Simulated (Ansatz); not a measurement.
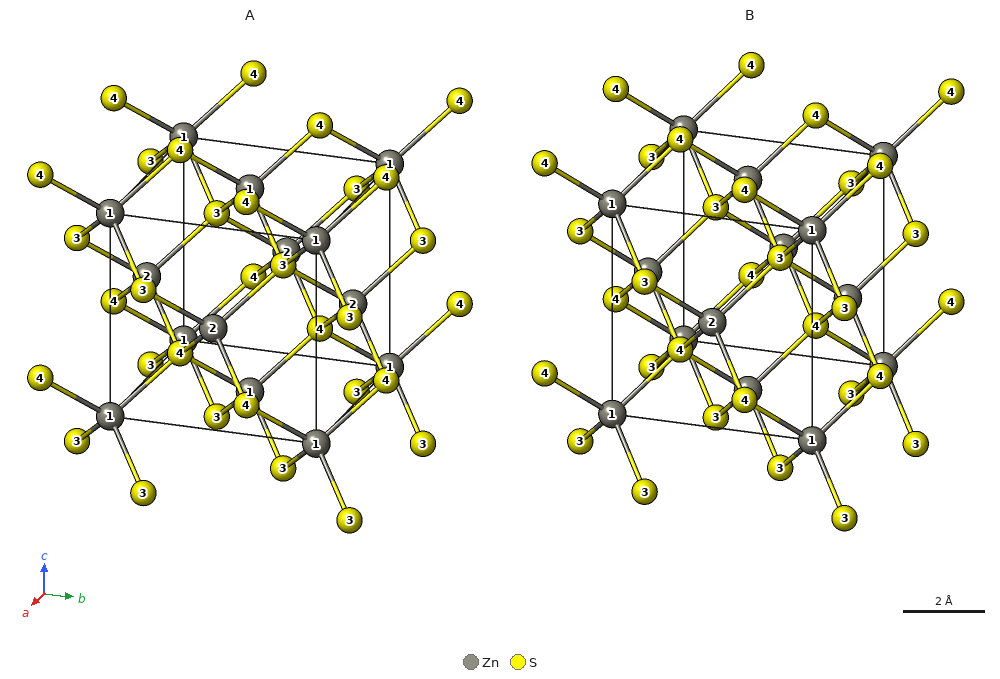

Two geometries of a crystal of ZnS (set up in F-43m): one is the relaxed structure, the other was perturbed away from it. The picture is a ball-and-stick view of the conventional cell (2 times the calculation's cell), seen from a free direction. Lengths and directions refer to the drawn axes.

Level of theory: Ansatz, DFT PBE, scalar-relativistic, plane waves, PAW. Set-up: plane-wave cutoff 420 eV; k-point mesh 8 × 8 × 6; occupations gaussian; smearing width 0.02 eV; no spin polarisation.

Which one is perturbed?

Answer. Structure B is the perturbed one. Biaxial strain in the a–b plane, −3.0 %, is applied. The c axis and the atoms are relaxed. The energy rises by 10.8 meV per atom. Pressure: 0.0 GPa before, 2.0 GPa after. The principal stresses (compression positive) are 0.0 GPa along c and 2.9 GPa across it. Cell: a = b 5.442 → 5.279 Å (−3.0 %), c 5.442 → 5.630 Å (+3.4 %). Volume −2.7 %. No atom moves by more than 0.005 Å relative to the cell. Some distances before and after: S–Zn 2.357 → 2.338 Å. The space group (tolerance 0.01 Å) goes from F-43m (No. 216) to I-4m2 (No. 119).
